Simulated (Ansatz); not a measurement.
Structure (in its standard cell), the input geometry of an electronic-structure calculation (not necessarily at equilibrium); the starting structure was generated, so it need not be a known form of this composition:

```
Ge
1.0
     3.32156    0.00000    0.00000
     0.00000    3.32156    0.00000
     0.00000    0.00000    3.32156
Ge
2
Direct
  0.00000 0.00000 0.00000
  0.50000 0.50000 0.50000
```

Question: Predict the [001] zone-axis pattern (300 kV, kinematic, B = 1 Å²).

Answer: The spots form a square net with both shortest vectors at d = 2.35 Å, 90.0° apart. They are 1 -1 0 and 1 1 0. The pattern has symmetry 4mm. The lattice centring (I) removes all reflections that break h + k + l = 2n.

Strongest reflections with d > 0.80 Å, one of each family (|F|² from tabulated Gaussian fits of the electron scattering factors, times a small damping for the curvature of the Ewald sphere):

```csv
hkl,d (Å),I (strongest = 100)
1 1 0,2.349,100
2 0 0,1.661,47
2 2 0,1.174,19
3 1 0,1.050,13
4 0 0,0.830,6
```

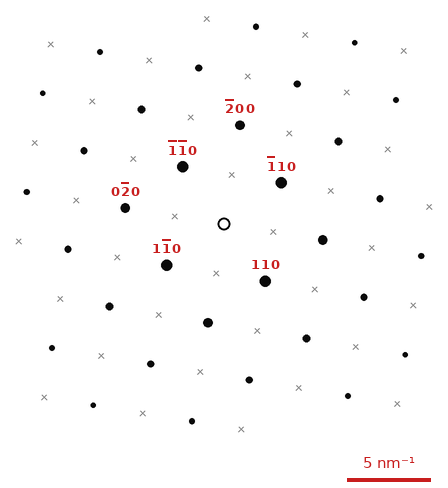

Calculated pattern, seen from the source side with [001] pointing towards the source; crosses mark the places of extinct reflections.
